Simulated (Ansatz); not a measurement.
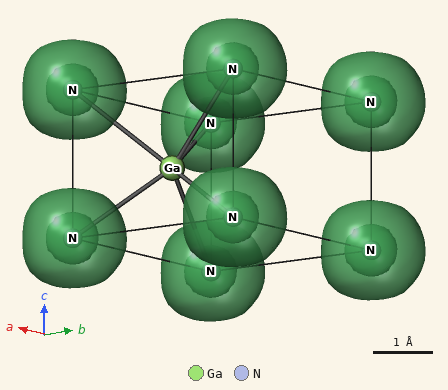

GaN. Isosurface of the electron localisation function at 0.7 (green), seen at an oblique angle. Core shells and regions of very low density are left out. Sticks mark near contacts.

Space group P-6m2; a generated structure, not necessarily the stable one; computed pressure about −3 GPa in this cell.

The calculation used Kohn-Sham DFT of a periodic cell, B3LYP, Ansatz PAW (Ansatz 0.2.0).

Core electrons are frozen (PAW), and the valence fields are smoothed inside the atomic spheres.

Input file:

```
crystal:
  lattice:
    - [2.98064, 0.0, 0.0]
    - [-1.49032, 2.58131, 0.0]
    - [0.0, 0.0, 2.68337]
  atoms:
    - { symbol: Ga, position: [0.66667, 0.33333, 0.5] }
    - { symbol: "N", position: [0.0, 0.0, 0.0] }
hamiltonian:
  xc: b3lyp
  pseudopotentials: { kind: paw }
kpoints:
  mp_grid: { grid: [5, 5, 5] }
scf:
  occupations: { method: fermi_dirac, width: 0.05 }
output:
  forces: true
  stress: true
  eigenvalues: true
  write_density: true
  write_potential: true
  elf: true
  volumetric_format: npy
```

Command:

```sh
ansatz run input.yaml --threads 2 --pin off --max-ram 5632MiB --backend cpu --events-out ev --progress --plain --runs-dir out
```

Below, planes, directions and counts refer to the conventional cell (a = 2.98 Å, b = 2.98 Å, c = 2.68 Å, α = 90.00°, β = 90.00°, γ = 120.00°).

Describe the localisation domains.

The ELF exceeds this value in one region wrapped around N (its valence shell), counted in one cell of 2 atoms. Any copies at cell faces, edges or corners count once. Profiles from the grid: Ga–N (2.18 Å): the ELF peaks at about 0.85 in the valence shell of N, 0.7 Å from its nucleus, and is about 0.35 at the midpoint.

Metal or insulator at this level of theory?

It is gapped, with a Kohn–Sham gap of 0.74 eV on the k-point mesh, an upper bound to the gap of this method.
